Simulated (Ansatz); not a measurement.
Read the following structure.

```
Si O
1.0
     4.52829    0.00000    0.00000
     0.00000    4.52829    0.00000
     0.00000    0.00000    4.52829
Si O
4 8
Direct
  0.00000 0.00000 0.00000
  0.00000 0.50000 0.50000
  0.50000 0.00000 0.50000
  0.50000 0.50000 0.00000
  0.25000 0.25000 0.25000
  0.25000 0.75000 0.25000
  0.25000 0.75000 0.75000
  0.25000 0.25000 0.75000
  0.75000 0.25000 0.75000
  0.75000 0.75000 0.75000
  0.75000 0.75000 0.25000
  0.75000 0.25000 0.25000
```

What does this file describe?

Answer. The material is SiO2. It is face-centred cubic, space group Fm-3m (No. 225). Type of structure: fluorite (CaF₂ type). With Z = 4, the cell contains 4 Si, 8 O. The coordination shell of Si holds eight O in a cubic arrangement at 1.96 Å. Each O has four Si in a tetrahedral arrangement at 1.96 Å. The bonds build a three-dimensional framework.

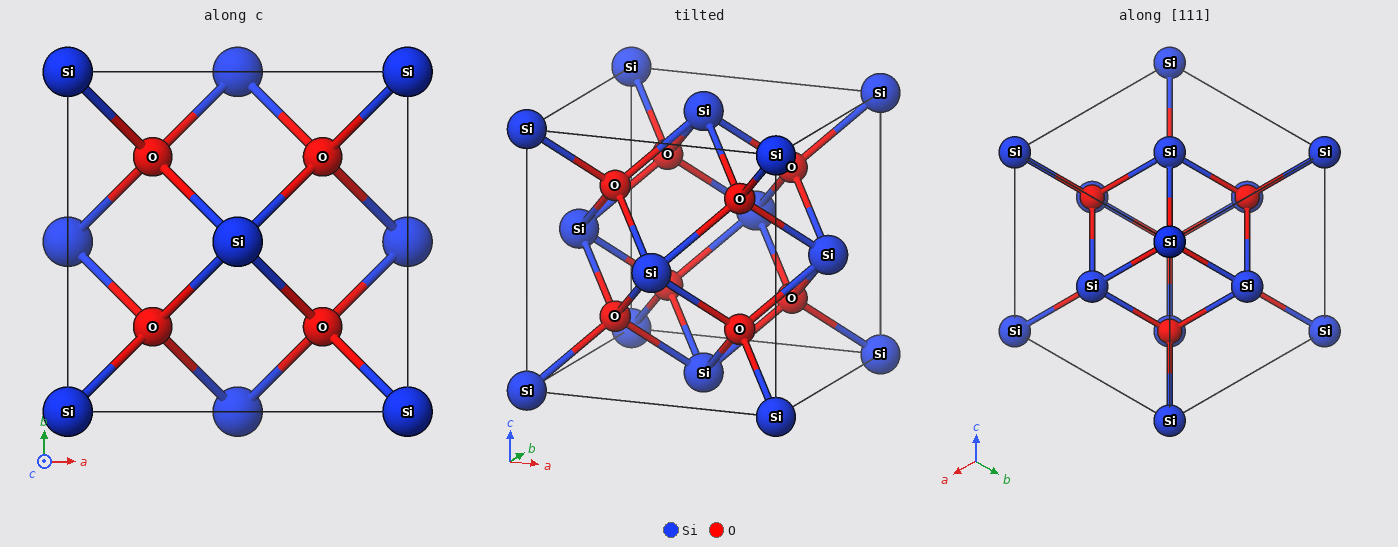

An orthographic ball-and-stick view of the structure, along the c axis, slightly off an axis and along [111]. Lines trace the edges of the conventional unit cell.

It goes back to a structure listed in the Materials Project, with elements exchanged, so it need not be a known form of the compound. It is drawn as it came out of a relaxation with DFT r2SCAN, scalar-relativistic, plane waves, PAW in Ansatz 0.2.0.
